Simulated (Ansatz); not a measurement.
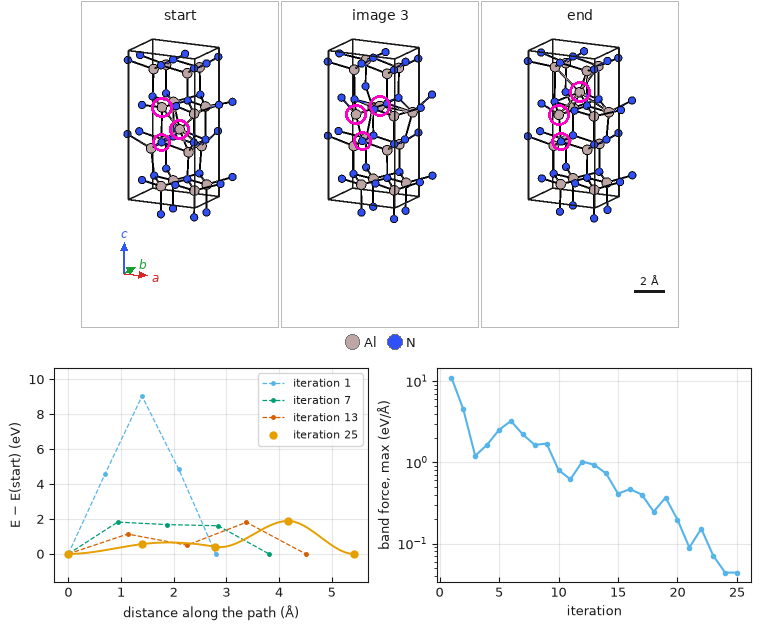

NEB run on a defect cell of composition Al17N16 (33 atoms in the cell). Images are numbered from 0 (start) to 4 (end). The plot follows the band through its iterations. The picture is a ball-and-stick view of the simulation cell (origin moved), seen slightly off an axis. The atoms that move most are ringed. Bonds to atoms that aren't drawn are left out.

Level of theory: DFT PBE, scalar-relativistic, plane waves, PAW in Ansatz. Settings: plane-wave cutoff 420 eV; k-point mesh 2 × 2 × 2; Gaussian smearing 0.02 eV; 3 movable images; climbing image.

> Did the band converge, and can the barrier be trusted?

The run is converged, with reservations. The band converged in 25 iterations. The largest component of the band force went from 11 to 0.044 eV/Å. The climbing image converged on the top of the path. Its curvatures weren't checked. The first iteration put the highest image at 9.04 eV. The barrier is about 1.89 eV in both directions, with image 3 at the top; the ends have the same energy. The profile has 2 maxima (images 1, 3) with a dip at image 2 (+0.41 eV), so the process runs in steps.

Limits of the set-up: the cell has an odd number of electrons but was run without spin polarisation; the k-point mesh is coarse for a cell with partly filled bands; the periodic images lie only 6.3 Å apart, so the values are limited by the cell's size.

The run took 3.9 min on 4 threads of Intel(R) Xeon(R) Platinum 8375C CPU @ 2.90GHz (Ice Lake), on a shared host, peak memory 1.6 GiB.
